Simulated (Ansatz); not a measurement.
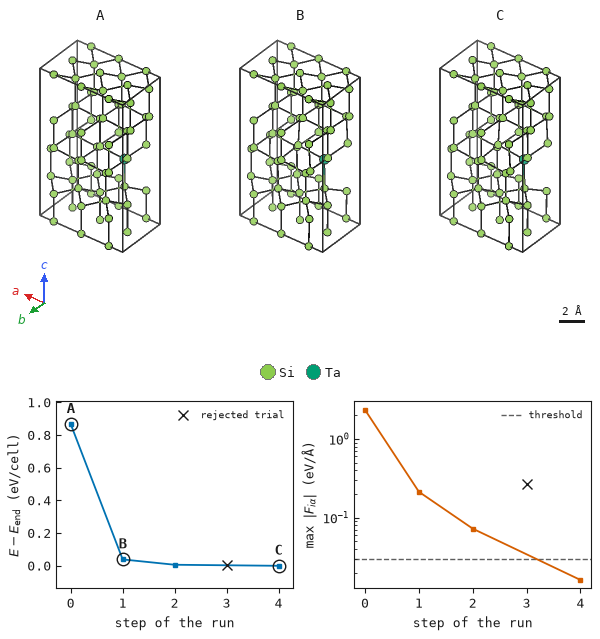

Frames of a relaxation of a defect cell of composition TaSi₄₇ (cell charge +1), marked on the history of the run. Style: ball-and-stick. Shown: the cell of the calculation (origin shifted), from a free direction.

The calculation used DFT, PBE, plane-wave PAW, default files, scalar-relativistic in Ansatz 0.2.0. Set-up: plane-wave cutoff 420 eV; k-point mesh 2 × 3 × 2; occupations fermi dirac; smearing width 0.01 eV; no spin polarisation; atoms relaxed in a fixed cell; force threshold 0.03 eV/Å; at most 40 steps.

> What happens along the run?

The atom that moves furthest is a Si atom (0.20 Å along [2 2 1]). Largest moves by element: Si 0.20 Å, Ta 0.10 Å. The cell doesn't change. Near-neighbour distances that change, for instance: Si–Ta 2.330 → 2.509 Å, Si–Ta 2.382 → 2.488 Å, Si–Si 2.384 → 2.335 Å, Si–Si 2.330 → 2.358 Å. Bond angles that change, for instance: Ta–Si–Si 109.0° → 100.4°, Ta–Si–Si 109.0° → 100.9°, Si–Si–Si 109.0° → 102.0°. The energy falls by 0.868 eV per cell of the calculation in 3 accepted moves (4 points after the start). The largest force component goes from 2.3 to 0.016 eV/Å. The line search rejected the trial step at point 3 of the run. From step 0 to 1: a Si atom moves most (0.18 Å), energy −0.829 eV per cell of the calculation. From step 1 to 4: a Si atom moves most (0.08 Å), energy −39.1 meV per cell of the calculation.

```tsv
step	E − E(0), meV/atom	largest force component, eV/Å	note
0	0.00	2.3358	
1	-17.26	0.2131	
2	-17.94	0.0724	
3	-17.93	0.2710	rejected
4	-18.07	0.0162
```

Limits of the set-up: the periodic images lie only 7.6 Å apart, so the values are limited by the cell's size; the cell is charged, on a uniform background, and energies carry no finite-size correction.
